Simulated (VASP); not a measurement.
## Ti: geometry relaxation (part 1 of 5)

The run: geometry relaxation of Ti (slab, 6 atoms in the cell). Method and program: Kohn-Sham DFT of a periodic cell, PBE with D3, VASP PAW PBE potentials, recommended, no spin polarisation (VASP 6.6.1).

The structure derives from an entry of the Crystallography Open Database. It belongs to a series of runs on one base structure; here: the (0 0 1) slab of Ti, cut from the database cell, not relaxed.

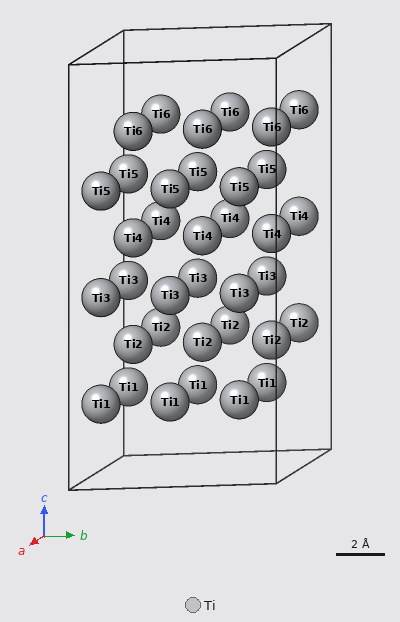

Fig. 1: The input geometry (spheres-only view of the 2 × 3 repeat of the cell, with the vacuum cut short, seen slightly off an axis; atoms are numbered from 1 in the order of the input).

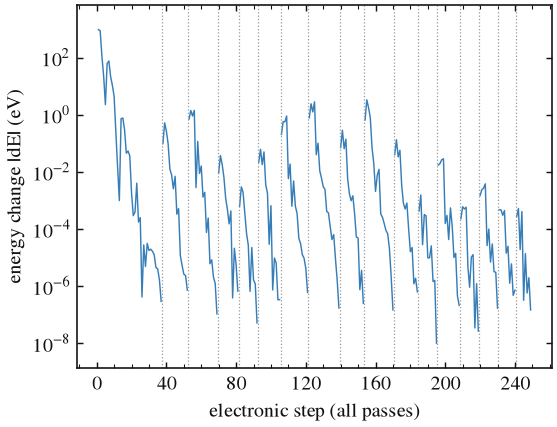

Fig. 2: Convergence of the self-consistent field: energy change |dE| against the electronic step. Each stretch between dotted lines is the SCF of one geometry step of a relaxation. The 17 ionic steps take 9 to 37 electronic steps each. The density is held fixed in the first few steps, and dE rises again when its update begins.

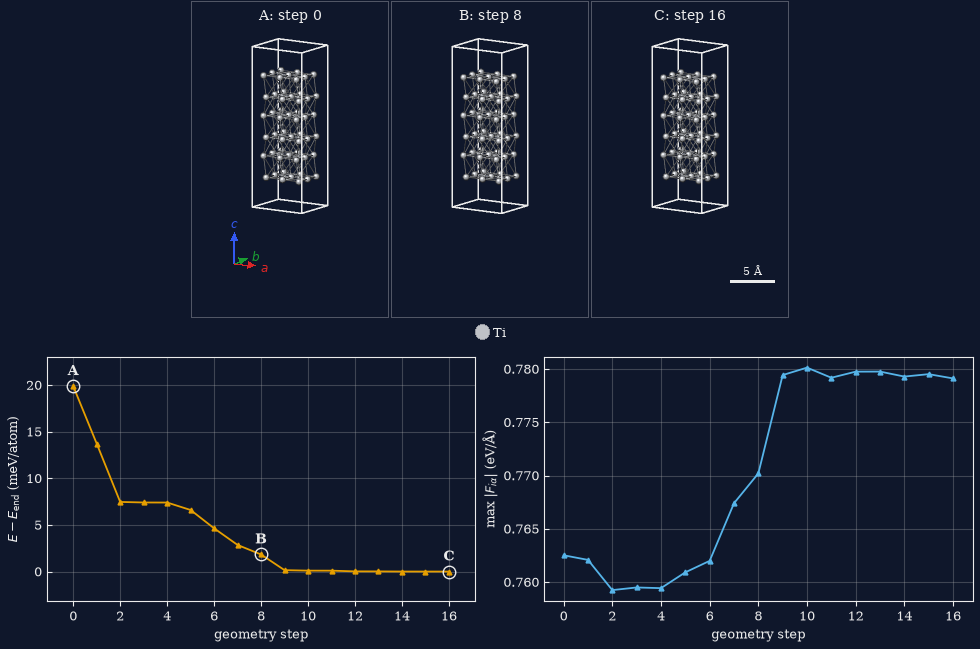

Fig. 3: Frames of the relaxation (ball-and-stick view of the 3 × 3 repeat of the cell, with the vacuum cut short, seen slightly off an axis) above the curves, on which the letters mark them (steps are counted from 0).

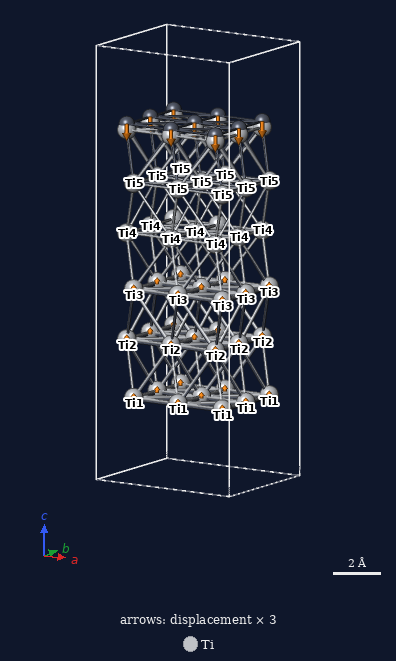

Fig. 4: Start (faint) and end (solid) with the displacements as orange arrows, magnified 3 times (ball-and-stick view of the 3 × 3 repeat of the cell, with the vacuum cut short, seen slightly off an axis). The largest move is that of Ti6, 0.25 Å. The lattice vectors keep their values. Among the contacts that change: Ti5–Ti6 2.897 → 2.724 Å, Ti3–Ti4 2.897 → 2.807 Å, Ti4–Ti5 2.897 → 2.878 Å. The energy falls by 19.9 meV per atom in 16 geometry steps. The largest force component goes from 0.76 to 0.78 eV/Å. (Atoms are counted from 1 in the order of the input.)

The input and output of the run follow.

## INCAR
```
SYSTEM = Ti
PREC     = Accurate       ! precision mode
ENCUT    = 520            ! plane-wave cutoff, eV
EDIFF    = 1E-6           ! SCF threshold, eV
ISMEAR   = 0              ! smearing method
SIGMA    = 0.05           ! smearing width, eV
LREAL    = .False.        ! projectors in reciprocal space
LASPH    = .True.         ! aspherical terms in the spheres
NELM     = 100            ! most SCF steps
ALGO     = Normal         ! electronic algorithm
ISIF     = 2              ! what is computed and relaxed
LWAVE    = .False.        ! write WAVECAR
LCHARG   = .False.        ! write CHGCAR
LDIPOL   = .True.       
IDIPOL   = 3            
DIPOL    = 0.5 0.5 0.500
GGA      = PE             ! functional
IVDW     = 11             ! dispersion correction
IBRION   = 2              ! ionic algorithm
NSW      = 60             ! ionic steps
EDIFFG   = -0.01          ! ionic threshold
```

## KPOINTS
```
regular mesh
0
Gamma
  10 10 1
  0 0 0
```

## POSCAR
```
Ti
1.0
    2.9499978604      0.0000000000      0.0000000000
   -1.4749989302      2.5547730882      0.0000000000
    0.0000000000      0.0000000000     26.7150000000
Ti
6
Selective dynamics
Direct
    0.6666666667      0.3333333334      0.2807411567  F F F
    0.3333333333      0.6666666666      0.3684446940  F F F
    0.6666666667      0.3333333334      0.4561482313  F F F
    0.3333333333      0.6666666666      0.5438517687  T T T
    0.6666666667      0.3333333334      0.6315553060  T T T
    0.3333333333      0.6666666666      0.7192588433  T T T
```

Launch command:
```bash
cat potpaw_PBE.64/Ti_sv/POTCAR > POTCAR
mpirun -np 1 vasp_std > vasp.out
```

## OSZICAR
```
N       E                     dE             d eps       ncg     rms          rms(c)
DAV:   1     0.951144317536E+03    0.95114E+03   -0.39801E+04  1300   0.183E+03
DAV:   2     0.819591673831E+02   -0.86919E+03   -0.85983E+03  1212   0.576E+02
DAV:   3    -0.287310883908E+02   -0.11069E+03   -0.10837E+03  1938   0.178E+02
DAV:   4    -0.510355023007E+02   -0.22304E+02   -0.22086E+02  1741   0.646E+01
DAV:   5    -0.532755684184E+02   -0.22401E+01   -0.22328E+01  1936   0.188E+01    0.205E+01
DAV:   6    -0.115149098236E+03   -0.61874E+02   -0.56754E+02  2022   0.908E+01    0.525E+01
DAV:   7    -0.390231173732E+02    0.76126E+02   -0.48351E+02  1740   0.586E+01    0.971E+00
DAV:   8    -0.603567120218E+02   -0.21334E+02   -0.20505E+02  1797   0.435E+01    0.220E+01
DAV:   9    -0.496825756273E+02    0.10674E+02   -0.15415E+02  1704   0.281E+01    0.171E+01
DAV:  10    -0.452908573669E+02    0.43917E+01   -0.54649E+01  1680   0.184E+01    0.663E+00
DAV:  11    -0.455336513952E+02   -0.24279E+00   -0.42976E+00  1728   0.669E+00    0.594E+00
DAV:  12    -0.455189106503E+02    0.14741E-01   -0.67217E-01  1704   0.349E+00    0.579E+00
DAV:  13    -0.455179269856E+02    0.98366E-03   -0.52512E-01  1824   0.275E+00    0.567E+00
DAV:  14    -0.462428946501E+02   -0.72497E+00   -0.11801E+01  1674   0.147E+01    0.734E+00
DAV:  15    -0.454755240045E+02    0.76737E+00   -0.30140E+00  1733   0.855E+00    0.502E+00
DAV:  16    -0.451808518065E+02    0.29467E+00   -0.83432E-01  1685   0.529E+00    0.328E+00
DAV:  17    -0.451360916851E+02    0.44760E-01   -0.12466E-01  1712   0.207E+00    0.284E+00
DAV:  18    -0.450824751220E+02    0.53617E-01   -0.17339E-01  1725   0.232E+00    0.195E+00
DAV:  19    -0.450464217775E+02    0.36053E-01   -0.24432E-01  1765   0.282E+00    0.792E-01
DAV:  20    -0.450446014146E+02    0.18204E-02   -0.84262E-02  1624   0.144E+00    0.581E-01
DAV:  21    -0.450443086361E+02    0.29278E-03   -0.29858E-02  1936   0.109E+00    0.416E-01
DAV:  22    -0.450439156621E+02    0.39297E-03   -0.78312E-03  1773   0.513E-01    0.401E-01
DAV:  23    -0.450399061571E+02    0.40095E-02   -0.19297E-02  1548   0.639E-01    0.935E-02
DAV:  24    -0.450400799962E+02   -0.17384E-03   -0.15857E-03  1616   0.275E-01    0.120E-01
DAV:  25    -0.450398306358E+02    0.24936E-03   -0.10240E-03  1727   0.159E-01    0.577E-02
DAV:  26    -0.450398310505E+02   -0.41471E-06   -0.33692E-04  1736   0.906E-02    0.222E-02
DAV:  27    -0.450398586016E+02   -0.27551E-04   -0.26103E-04  1738   0.855E-02    0.287E-02
DAV:  28    -0.450398634414E+02   -0.48398E-05   -0.53138E-05  1562   0.422E-02    0.206E-02
DAV:  29    -0.450398945725E+02   -0.31131E-04   -0.53638E-05  1501   0.434E-02    0.143E-02
DAV:  30    -0.450399121224E+02   -0.17550E-04   -0.17303E-05  1186   0.323E-02    0.670E-03
DAV:  31    -0.450399317257E+02   -0.19603E-04   -0.10691E-05  1197   0.219E-02    0.498E-03
DAV:  32    -0.450399483108E+02   -0.16585E-04   -0.38066E-06   953   0.130E-02    0.226E-03
DAV:  33    -0.450399607429E+02   -0.12432E-04   -0.95586E-07   829   0.710E-03    0.179E-03
DAV:  34    -0.450399651920E+02   -0.44491E-05   -0.84737E-07   789   0.560E-03    0.144E-03
DAV:  35    -0.450399692121E+02   -0.40202E-05   -0.27786E-07   765   0.318E-03    0.128E-03
DAV:  36    -0.450399708621E+02   -0.16500E-05   -0.15793E-07   749   0.256E-03    0.705E-04
DAV:  37    -0.450399711545E+02   -0.29242E-06   -0.53443E-08   725   0.133E-03
   1 F= -.47143791E+02 E0= -.47139611E+02  d E =-.471438E+02
       N       E                     dE             d eps       ncg     rms          rms(c)
DAV:   1    -0.449435261672E+02    0.96445E-01   -0.10145E+01  1373   0.442E+01    0.717E-01
DAV:   2    -0.454601902881E+02   -0.51666E+00   -0.38657E+00  1521   0.109E+01    0.452E+00
DAV:   3    -0.451947934455E+02    0.26540E+00   -0.63854E+00  1816   0.823E+00    0.269E+00
DAV:   4    -0.451001099488E+02    0.94683E-01   -0.88599E-01  1823   0.563E+00    0.121E+00
DAV:   5    -0.450876138692E+02    0.12496E-01   -0.19464E-01  1613   0.280E+00    0.856E-01
DAV:   6    -0.450798604369E+02    0.77534E-02   -0.58111E-02  1618   0.215E+00    0.471E-01
DAV:   7    -0.450824086080E+02   -0.25482E-02   -0.50140E-02  1640   0.183E+00    0.731E-01
DAV:   8    -0.450754409211E+02    0.69677E-02   -0.41601E-02  1613   0.151E+00    0.166E-01
DAV:   9    -0.450757682480E+02   -0.32733E-03   -0.10172E-02  1648   0.985E-01    0.185E-01
DAV:  10    -0.450752528415E+02    0.51541E-03   -0.34511E-03  1783   0.579E-01    0.392E-02
DAV:  11    -0.450752645734E+02   -0.11732E-04   -0.43269E-04  1728   0.164E-01    0.297E-02
DAV:  12    -0.450752592605E+02    0.53129E-05   -0.13766E-04  1648   0.883E-02    0.869E-03
DAV:  13    -0.450752618646E+02   -0.26041E-05   -0.67944E-05  1808   0.512E-02    0.139E-02
DAV:  14    -0.450752595229E+02    0.23417E-05   -0.94497E-06  1197   0.247E-02    0.581E-03
DAV:  15    -0.450752588014E+02    0.72152E-06   -0.73675E-06   926   0.155E-02
   2 F= -.47180760E+02 E0= -.47176686E+02  d E =-.369688E-01
       N       E                     dE             d eps       ncg     rms          rms(c)
DAV:   1    -0.443692090181E+02    0.70605E+00   -0.57227E+01  1382   0.976E+01    0.184E+00
DAV:   2    -0.457712837341E+02   -0.14021E+01   -0.12902E+01  1444   0.210E+01    0.537E+00
DAV:   3    -0.466737594920E+02   -0.90248E+00   -0.26050E+01  1848   0.152E+01    0.817E+00
DAV:   4    -0.452562597976E+02    0.14175E+01   -0.72901E+00  1714   0.949E+00    0.286E+00
DAV:   5    -0.452534515313E+02    0.28083E-02   -0.12413E+00  1645   0.592E+00    0.288E+00
DAV:   6    -0.451374523728E+02    0.11600E+00   -0.54009E-01  1634   0.507E+00    0.117E+00
DAV:   7    -0.451287061410E+02    0.87462E-02   -0.27388E-01  1637   0.404E+00    0.127E+00
DAV:   8    -0.451127335946E+02    0.15973E-01   -0.22753E-01  1610   0.339E+00    0.462E-01
DAV:   9    -0.451114288193E+02    0.13048E-02   -0.66015E-02  1674   0.219E+00    0.400E-01
DAV:  10    -0.451095147884E+02    0.19140E-02   -0.18796E-02  1621   0.130E+00    0.161E-01
DAV:  11    -0.451094395399E+02    0.75249E-04   -0.85862E-03  1928   0.641E-01    0.134E-01
DAV:  12    -0.451091983841E+02    0.24116E-03   -0.14345E-03  1685   0.282E-01    0.441E-02
DAV:  13    -0.451091923166E+02    0.60675E-05   -0.14689E-04  1688   0.779E-02    0.266E-02
DAV:  14    -0.451091839917E+02    0.83250E-05   -0.79383E-05  1800   0.667E-02    0.742E-03
DAV:  15    -0.451091860538E+02   -0.20622E-05   -0.15798E-05  1589   0.275E-02    0.877E-03
DAV:  16    -0.451091872980E+02   -0.12442E-05   -0.17645E-06   902   0.112E-02    0.864E-03
DAV:  17    -0.451091871914E+02    0.10665E-06   -0.16834E-06   878   0.788E-03
   3 F= -.47218282E+02 E0= -.47214028E+02  d E =-.744906E-01
       N       E                     dE             d eps       ncg     rms          rms(c)
DAV:   1    -0.450999723753E+02    0.92149E-02   -0.64933E-01  1390   0.104E+01    0.205E-01
DAV:   2    -0.451369833511E+02   -0.37011E-01   -0.23968E-01  1538   0.321E+00    0.119E+00
DAV:   3    -0.451186775261E+02    0.18306E-01   -0.42635E-01  1829   0.327E+00    0.634E-01
DAV:   4    -0.451122169424E+02    0.64606E-02   -0.79005E-02  1789   0.158E+00    0.362E-01
DAV:   5    -0.451110023660E+02    0.12146E-02   -0.13781E-02  1629   0.913E-01    0.230E-01
DAV:   6    -0.451105183884E+02    0.48398E-03   -0.36584E-03  1680   0.502E-01    0.160E-01
DAV:   7    -0.451103676008E+02    0.15079E-03   -0.39466E-03  1653   0.532E-01    0.181E-01
DAV:   8    -0.451099389891E+02    0.42861E-03   -0.40582E-03  1615   0.492E-01    0.505E-02
DAV:   9    -0.451099393730E+02   -0.38395E-06   -0.80014E-04  1600   0.254E-01    0.421E-02
DAV:  10    -0.451099182450E+02    0.21128E-04   -0.25636E-04  1872   0.140E-01    0.172E-02
DAV:  11    -0.451099126551E+02    0.55899E-05   -0.63469E-05  1624   0.669E-02    0.670E-03
DAV:  12    -0.451099133202E+02   -0.66513E-06   -0.52780E-06  1439   0.185E-02
   4 F= -.47218633E+02 E0= -.47214379E+02  d E =-.748417E-01
       N       E                     dE             d eps       ncg     rms          rms(c)
DAV:   1    -0.451092911184E+02    0.62154E-03   -0.37280E-02  1380   0.250E+00    0.503E-02
DAV:   2    -0.451122507571E+02   -0.29596E-02   -0.23835E-02  1661   0.945E-01    0.297E-01
DAV:   3    -0.451103335754E+02    0.19172E-02   -0.29815E-02  1925   0.105E+00    0.152E-01
DAV:   4    -0.451099775828E+02    0.35599E-03   -0.39562E-03  1728   0.403E-01    0.826E-02
DAV:   5    -0.451099083989E+02    0.69184E-04   -0.80790E-04  1656   0.210E-01    0.519E-02
DAV:   6    -0.451098814800E+02    0.26919E-04   -0.23997E-04  1696   0.132E-01    0.319E-02
DAV:   7    -0.451098821316E+02   -0.65159E-06   -0.19308E-04  1642   0.121E-01    0.403E-02
DAV:   8    -0.451098597378E+02    0.22394E-04   -0.14906E-04  1589   0.105E-01    0.885E-03
DAV:   9    -0.451098613809E+02   -0.16431E-05   -0.37049E-05  1600   0.575E-02    0.935E-03
DAV:  10    -0.451098601958E+02    0.11851E-05   -0.86036E-06  1279   0.303E-02    0.235E-03
DAV:  11    -0.451098601446E+02    0.51146E-07   -0.10070E-06   773   0.114E-02
   5 F= -.47218670E+02 E0= -.47214430E+02  d E =-.748788E-01
       N       E                     dE             d eps       ncg     rms          rms(c)
DAV:   1    -0.450879834212E+02    0.21877E-01   -0.17703E+00  1369   0.170E+01    0.373E-01
DAV:   2    -0.451495402109E+02   -0.61557E-01   -0.47202E-01  1620   0.502E+00    0.161E+00
DAV:   3    -0.451674009892E+02   -0.17861E-01   -0.10185E+00  1813   0.416E+00    0.177E+00
DAV:   4    -0.451178126548E+02    0.49588E-01   -0.87068E-01  1954   0.346E+00    0.602E-01
DAV:   5    -0.451142709470E+02    0.35417E-02   -0.62048E-02  1680   0.169E+00    0.365E-01
DAV:   6    -0.451124843635E+02    0.17866E-02   -0.17707E-02  1688   0.104E+00    0.224E-01
DAV:   7    -0.451124553270E+02    0.29037E-04   -0.74797E-03  1616   0.800E-01    0.210E-01
DAV:   8    -0.451118029408E+02    0.65239E-03   -0.49016E-03  1620   0.647E-01    0.468E-02
DAV:   9    -0.451118036724E+02   -0.73156E-06   -0.50018E-04  1719   0.180E-01    0.202E-02
DAV:  10    -0.451118132474E+02   -0.95750E-05   -0.17019E-04  1872   0.130E-01    0.266E-02
DAV:  11    -0.451118068575E+02    0.63899E-05   -0.91711E-05  1656   0.102E-01    0.145E-02
DAV:  12    -0.451118065279E+02    0.32958E-06   -0.13499E-05  1578   0.429E-02    0.101E-02
DAV:  13    -0.451118061916E+02    0.33632E-06   -0.27000E-06  1131   0.172E-02
   6 F= -.47223470E+02 E0= -.47219277E+02  d E =-.480027E-02
       N       E                     dE             d eps       ncg     rms          rms(c)
DAV:   1    -0.449093119457E+02    0.20249E+00   -0.16162E+01  1369   0.506E+01    0.112E+00
DAV:   2    -0.454801719125E+02   -0.57086E+00   -0.42237E+00  1612   0.158E+01    0.538E+00
DAV:   3    -0.460457612879E+02   -0.56559E+00   -0.14755E+01  1773   0.114E+01    0.675E+00
DAV:   4    -0.451446829689E+02    0.90108E+00   -0.75777E+00  1817   0.750E+00    0.142E+00
DAV:   5    -0.451389302123E+02    0.57528E-02   -0.53030E-01  1645   0.510E+00    0.114E+00
DAV:   6    -0.451201794213E+02    0.18751E-01   -0.20372E-01  1685   0.299E+00    0.666E-01
DAV:   7    -0.451208008757E+02   -0.62145E-03   -0.54793E-02  1597   0.224E+00    0.610E-01
DAV:   8    -0.451160038445E+02    0.47970E-02   -0.35088E-02  1722   0.164E+00    0.256E-01
DAV:   9    -0.451153701587E+02    0.63369E-03   -0.12622E-02  1829   0.967E-01    0.175E-01
DAV:  10    -0.451150243858E+02    0.34577E-03   -0.50648E-03  1730   0.691E-01    0.665E-02
DAV:  11    -0.451149773100E+02    0.47076E-04   -0.79908E-04  1848   0.271E-01    0.382E-02
DAV:  12    -0.451150080228E+02   -0.30713E-04   -0.24753E-04  1672   0.138E-01    0.419E-02
DAV:  13    -0.451149954447E+02    0.12578E-04   -0.60807E-05  1637   0.747E-02    0.290E-02
DAV:  14    -0.451149859812E+02    0.94635E-05   -0.15032E-05  1160   0.265E-02    0.194E-02
DAV:  15    -0.451149818228E+02    0.41584E-05   -0.11514E-05  1205   0.172E-02    0.112E-02
DAV:  16    -0.451149812216E+02    0.60119E-06   -0.20386E-06   877   0.841E-03
   7 F= -.47235255E+02 E0= -.47231178E+02  d E =-.165846E-01
       N       E                     dE             d eps       ncg     rms          rms(c)
DAV:   1    -0.443342888766E+02    0.78069E+00   -0.66680E+01  1363   0.980E+01    0.224E+00
DAV:   2    -0.467470476633E+02   -0.24128E+01   -0.15357E+01  1577   0.300E+01    0.109E+01
DAV:   3    -0.479987773999E+02   -0.12517E+01   -0.41089E+01  1727   0.215E+01    0.119E+01
DAV:   4    -0.451927525613E+02    0.28060E+01   -0.26667E+01  1716   0.120E+01    0.252E+00
DAV:   5    -0.452323960347E+02   -0.39643E-01   -0.20729E+00  1722   0.937E+00    0.248E+00
DAV:   6    -0.451315291788E+02    0.10087E+00   -0.95115E-01  1685   0.544E+00    0.138E+00
DAV:   7    -0.451205599195E+02    0.10969E-01   -0.17883E-01  1608   0.385E+00    0.926E-01
DAV:   8    -0.451145468325E+02    0.60131E-02   -0.11755E-01  1733   0.263E+00    0.611E-01
DAV:   9    -0.451115107880E+02    0.30360E-02   -0.57151E-02  1677   0.232E+00    0.455E-01
DAV:  10    -0.451090883338E+02    0.24225E-02   -0.25908E-02  1730   0.146E+00    0.194E-01
DAV:  11    -0.451086766738E+02    0.41166E-03   -0.14348E-02  2032   0.840E-01    0.144E-01
DAV:  12    -0.451083136405E+02    0.36303E-03   -0.24616E-03  1570   0.277E-01    0.654E-02
DAV:  13    -0.451084344128E+02   -0.12077E-03   -0.85293E-04  1741   0.240E-01    0.783E-02
```
